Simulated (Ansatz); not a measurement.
Al3Cu2

```cif
data_structure
_symmetry_space_group_name_H-M 'P 1'
_symmetry_Int_Tables_number 1
_cell_length_a 7.0990
_cell_length_b 4.0986
_cell_length_c 4.9821
_cell_angle_alpha 90.000
_cell_angle_beta 90.000
_cell_angle_gamma 90.000
_cell_volume 144.96
loop_
_atom_site_label
_atom_site_type_symbol
_atom_site_fract_x
_atom_site_fract_y
_atom_site_fract_z
_atom_site_occupancy
Al1 Al 0.00000 0.00000 0.00000 1
Al2 Al 0.50000 0.50000 0.00000 1
Al3 Al 0.16667 0.50000 0.35151 1
Al4 Al 0.66667 0.00000 0.35151 1
Al5 Al 0.33333 0.00000 0.64849 1
Al6 Al 0.83333 0.50000 0.64849 1
Cu1 Cu 0.19600 0.50000 0.81453 1
Cu2 Cu 0.69600 0.00000 0.81453 1
Cu3 Cu 0.36267 0.00000 0.12995 1
Cu4 Cu 0.86267 0.50000 0.12995 1
```

Space group Cm; a structure from a database of computed crystals, not necessarily the ambient phase; changed on purpose from its base cell (all Cu atoms moved -0.250 Å, as atom 4 towards its neighbour atom 5 (Cu) at 2.841 A); not relaxed (largest force 1.6 eV/Å); computed pressure about 3 GPa in this cell; computed without spin polarisation.

The calculation used DFT PBEsol, scalar-relativistic, plane waves, PAW (Ansatz).

> Predict the valence pseudo-density and electron localisation function between the atoms.

Al–Cu (2.36 Å): the density is about 0.37 e/Å³ at the midpoint; the ELF peaks at about 0.60 between the atoms.
Al–Cu (2.42 Å): the density is about 0.35 e/Å³ at the midpoint; the ELF peaks at about 0.65 between the atoms.
Al–Cu (2.64 Å): ρ is about 0.24 e/Å³ halfway; the ELF is about 0.40 at the midpoint.

> Metal or insulator at this level of theory?

It is gapless in this calculation (a metal or semimetal).

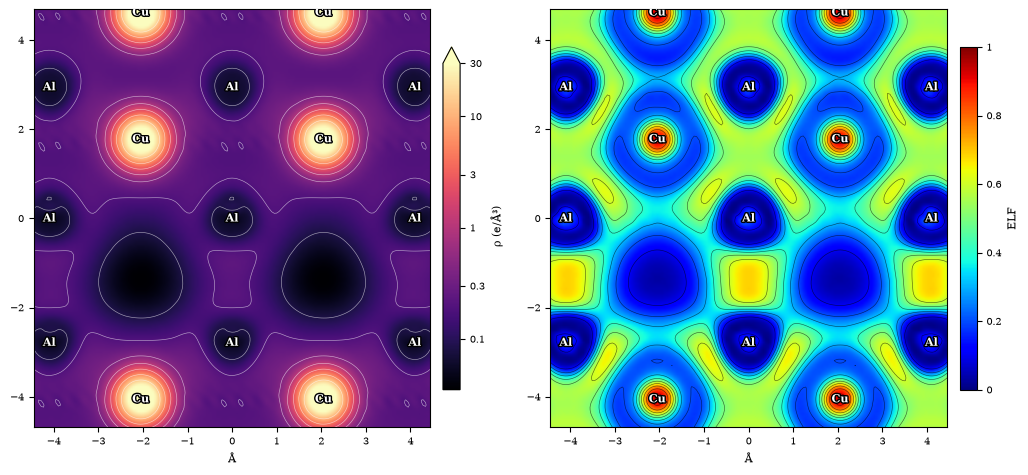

Computed valence pseudo-density and electron localisation function on the (101) plane of the conventional cell, in this order. 

The density is the valence pseudo-density of a PAW calculation; it isn't the true density close to the nuclei.
